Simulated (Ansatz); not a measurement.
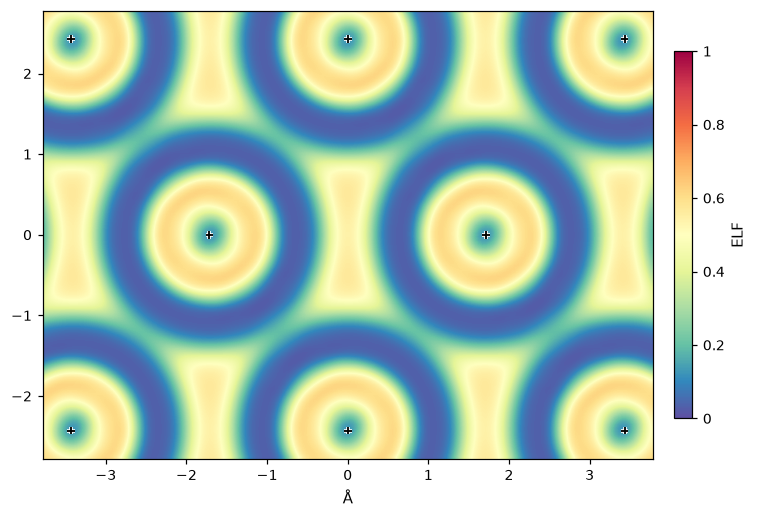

The ELF on a plane through atoms (crosses mark nuclei in the plane).

Level of theory: DFT, r2SCAN, PAW with Ansatz's default frozen-core files, scalar-relativistic; relaxation of cell and atoms in Ansatz 0.2.0.

Candidates:
A. Na, a = 3.43 Å, b = 3.43 Å, c = 3.43 Å, α = 90.00°, β = 90.00°, γ = 90.00°. Space group Im-3m; computed pressure about 15 GPa in this cell; computed without spin polarisation.
B. AgI, a = 4.65 Å, b = 4.65 Å, c = 7.60 Å, α = 90.00°, β = 90.00°, γ = 120.00°. Space group P6₃mc.
C. TiAl, a = 2.81 Å, b = 2.81 Å, c = 4.06 Å, α = 90.00°, β = 90.00°, γ = 90.00°. Space group P4/mmm; computed without spin polarisation.

Question: Which system is this?

Answer: Candidate A: Na on the (101̄) plane of the conventional cell, which holds Na. Na–Na (2.97 Å): the ELF is about 0.20 at the midpoint (no localised pair shows between them).
